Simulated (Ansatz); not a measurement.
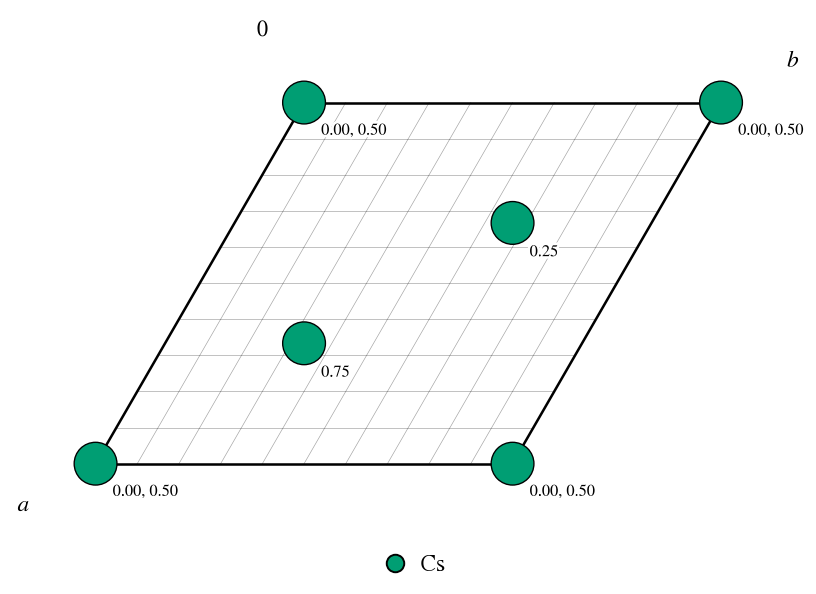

Plan of a unit cell projected along c (a down the page, b across); the numbers are heights as fractions of c, and atoms on the cell's edges are repeated. The grid marks tenths of a and b. Source: the input geometry of an electronic-structure calculation (not necessarily at equilibrium); the starting structure was generated, so it need not be a known form of this composition. Symmetry computed with spglib at a tolerance of 0.002 Å; standard conventional cell.

a = 5.664 Å, b = 5.664 Å, c = 18.589 Å, α = 90.00°, β = 90.00°, γ = 120.00°.

Q: What does the cell contain?

A: 4 Cs: Cs, Z = 4.

Q: Which space group?

A: No. 194, P6₃/mmc, primitive hexagonal.

Q: Give the independent sites, coordinates to two places.

A:
| atom | site | symmetry | x | y | z |
| --- | --- | --- | --- | --- | --- |
| Cs | 2a | -3m. | 0.00 | 0.00 | 0.00 |
| Cs | 2c | -6m2 | 0.33 | 0.67 | 0.25 |
